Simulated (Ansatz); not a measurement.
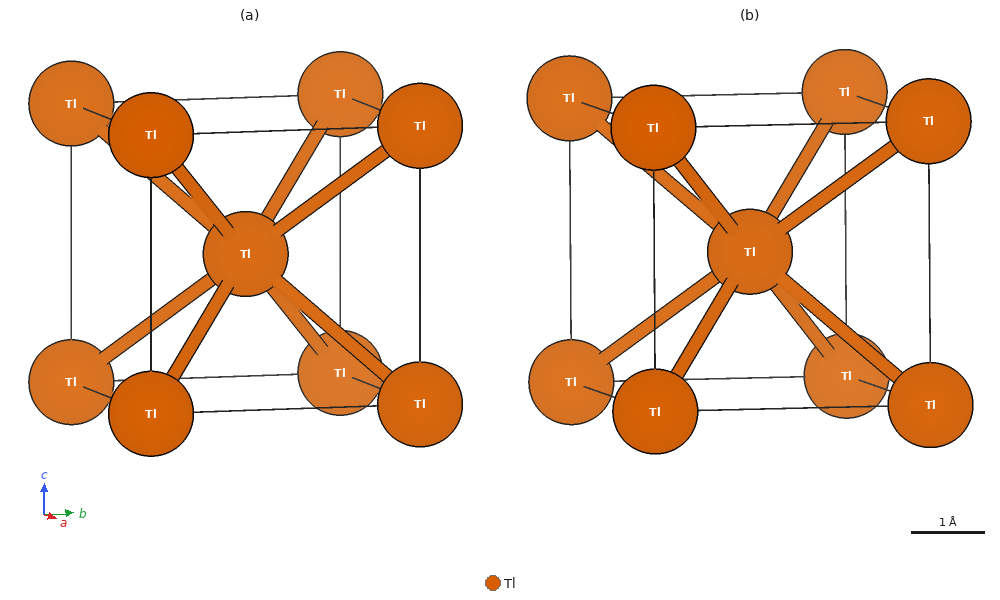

Left: a symmetric starting cell of Tl. Right: the same structure after one change, at the same scale. Style: ball-and-stick. Shown: the conventional cell (2 times the calculation's cell), slightly off an axis. Lengths and directions refer to the drawn axes.

All numbers below come from DFT PBE, scalar-relativistic, plane waves, PAW (Ansatz). Settings: plane-wave cutoff 420 eV; k-point mesh 15 × 15 × 15; occupations gaussian; smearing width 0.1 eV; no spin polarisation.

What was changed?

Answer. The cell is strained by 0.0 % along [1 −1 −1] and +3.0 % across it (volume +6.1 %), the atoms keeping their fractional coordinates. No relaxation follows. The starting cell wasn't computed here and needn't be at equilibrium, so pressure and forces aren't due to the change alone.

And its effect?

Answer. The pressure is 0.4 GPa (not all of it need come from the change, since the unchanged cell can be under pressure at this level too). The principal stresses (compression positive) are 0.6 GPa along [1 −1 −1] and 0.3 GPa across it. All forces vanish by symmetry. Near-neighbour distances before and after: Tl–Tl 3.362 → 3.362 to 3.452 Å. The space group (tolerance 0.01 Å) goes from Im-3m (No. 229) to R-3m (No. 166).
